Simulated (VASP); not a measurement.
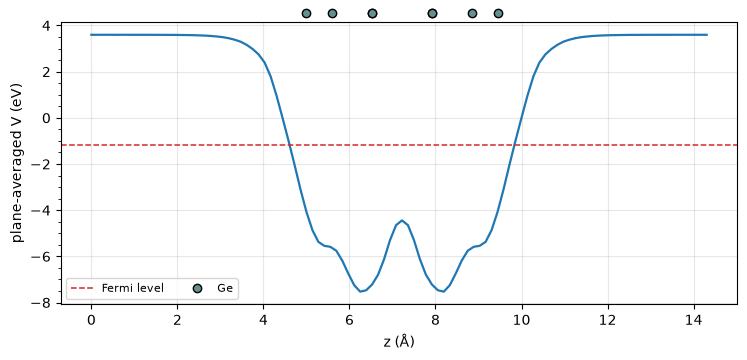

Figure. Ge (slab). Plane average of the electrostatic potential (local pseudopotential plus Hartree) felt by an electron across the slab. Circles mark the heights of the atoms.

Not relaxed (largest force 1.4 eV/Å).

Method: Kohn-Sham DFT of a periodic cell, LDA, VASP PAW LDA potentials, recommended in VASP 6.6.1.

Q: How far above the Fermi level of the calculation is the vacuum level?

A: 4.8 eV.

Q: What are the slab's thickness and the vacuum gap?

A: The outermost nuclei are 4.4 Å apart, in 6 atomic planes; the vacuum between periodic images is 10.0 Å wide.
